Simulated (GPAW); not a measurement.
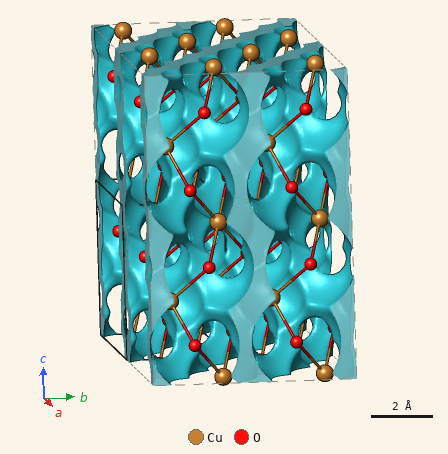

The teal surface encloses the points that the centre of a probe sphere of radius 0.25 Å can occupy in CuO (C2/c), computed on a grid of about 0.13 Å (2×2×2 cells shown, view slightly off an axis; pale faces close the region where the box cuts it).

Atoms are hard spheres with Shannon crystal radii (six-coordinate where tabulated): Cu 0.87 Å, O 1.26 Å.

Origin of the cell: an entry of the Crystallography Open Database, as set up for an electronic-structure calculation.

```
CELL_PARAMETERS angstrom
4.68370 0.00000 0.00000
0.00000 3.42260 0.00000
-0.85003 0.00000 5.05787
ATOMIC_POSITIONS crystal
Cu 0.25000 0.75000 0.50000
Cu 0.25000 0.25000 0.00000
O 0.50000 0.08160 0.75000
O 0.50000 0.91840 0.25000
Cu 0.75000 0.25000 0.50000
Cu 0.75000 0.75000 0.00000
O 0.00000 0.58160 0.75000
O 0.00000 0.41840 0.25000
```

Q: Is the space open to the probe made of pockets or channels?

A: Where they connect, they form a three-dimensional network.

Q: What share of the cell can the probe's centre reach?

A: About 18 % of the volume (14 Å³ of 81.1 Å³).

Q: Give the largest included and the largest free sphere.

A: The largest sphere that fits anywhere has a diameter of 1.37 Å; the largest that can travel through the crystal, about 1.0 Å.

Q: How does the connectivity change as the probe shrinks?

A: Below a radius of about 0.49 Å the space forms one-dimensional channels along [001]. Below a radius of about 0.47 Å the space forms a three-dimensional network. These are grid estimates, good to about 0.05 Å.
